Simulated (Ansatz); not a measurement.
# Ga5As3P2: what the fields show

The calculation's input:

```
crystal:
  lattice:
    - [-1.9981697944, 1.9981697944, 14.0970279167]
    - [1.9981697944, -1.9981697944, 14.0970279167]
    - [1.9981697944, 1.9981697944, -14.0970279167]
  atoms:
    - { symbol: Ga, position: [0.6029461454, 0.6029461454, 0.0] }
    - { symbol: Ga, position: [0.0, 0.0, 0.0] }
    - { symbol: Ga, position: [0.3970538546, 0.3970538546, 0.0] }
    - { symbol: Ga, position: [0.8014050705, 0.8014050705, 0.0] }
    - { symbol: Ga, position: [0.1985949295, 0.1985949295, 0.0] }
    - { symbol: P, position: [0.3492321936, 0.8492321936, 0.5] }
    - { symbol: P, position: [0.1507678064, 0.6507678064, 0.5] }
    - { symbol: As, position: [0.9485511231, 0.4485511231, 0.5] }
    - { symbol: As, position: [0.75, 0.25, 0.5] }
    - { symbol: As, position: [0.5514488769, 0.0514488769, 0.5] }
basis:
  ecutwfc: 420
kpoints:
  mp_grid: { grid: [10, 10, 10] }
hamiltonian:
  xc: pbe
scf:
  occupations: { method: gaussian, width: 0.02 }
output:
  forces: true
  stress: true
  eigenvalues: true
  write_density: true
  write_potential: true
  elf: true
  volumetric_format: npy
relax:
  adjacent_minimum: "off"
  f_tol: 0.01
  max_steps: 80
  cell: { stress_tol: 0.05 }
```

Run with:

```sh
ansatz run input.yaml --threads 4 --pin off --max-ram 8192MiB --backend cpu --events-out ev --progress --plain --runs-dir out
```

Below, planes, directions and counts refer to the conventional cell (a = 3.99 Å, b = 3.99 Å, c = 28.27 Å, α = 90.00°, β = 90.00°, γ = 90.00°).

The fields are those of the run's last geometry, not of the input's.

Space group I-4m2; a structure generated by program, which may or may not match a known phase.

Theory: DFT PBE, scalar-relativistic, plane waves, PAW (Ansatz 0.2.0).

Core electrons are frozen (PAW), and the valence fields are smoothed inside the atomic spheres.

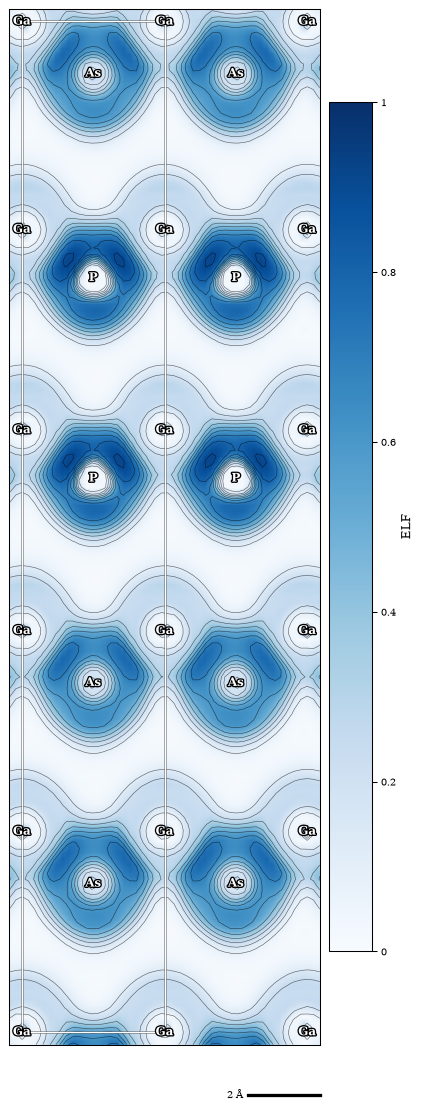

Figure 1. ELF on the (010) plane of the conventional cell.

### Describe what can be read from this map.

The plane passes through Ga, P and As nuclei.
Ga–P (2.41 Å): the ELF peaks at about 0.90 in the valence shell of P, 0.9 Å from its nucleus, and is about 0.75 at the midpoint.
Ga–As (2.47 Å): the ELF peaks at about 0.80 between the atoms (localised, covalent bonding).

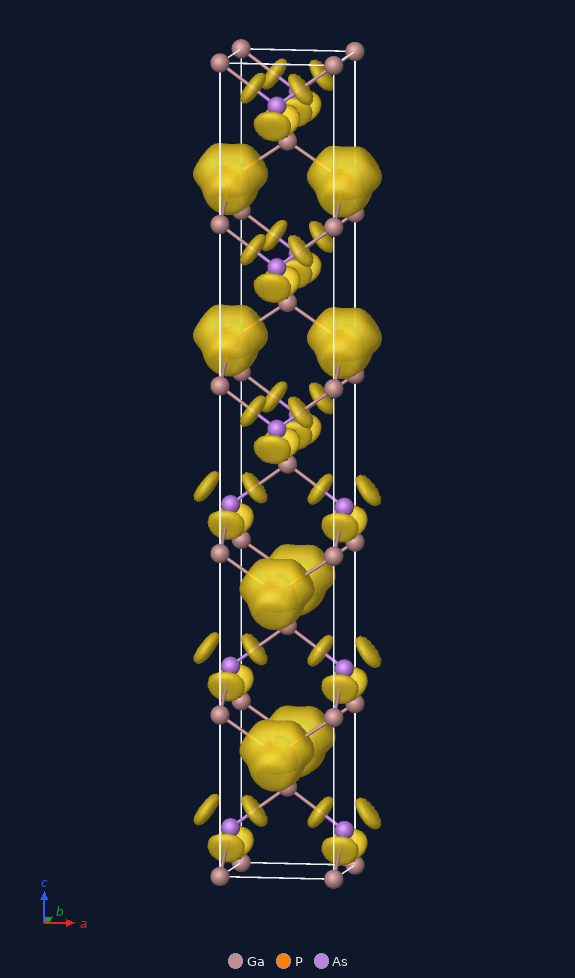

Figure 2. Isosurface of the electron localisation function at 0.7 (yellow), seen slightly off an axis. Only the valence region is drawn (cores and ρ < 0.01 e/Å³ removed). Sticks mark near contacts.

### Identify the bonds, lone pairs and shells in this picture.

The ELF exceeds this value in 24 regions between bonded As–Ga atoms (shared pairs) and four regions on P in which the atom's valence shell and bonds are merged, counted in one cell of 20 atoms. Any copies at cell faces, edges or corners count once.

### Metal or insulator at this level of theory?

It is gapped, with a Kohn–Sham gap of 0.67 eV on the k-point mesh, an upper bound to the gap of this method.
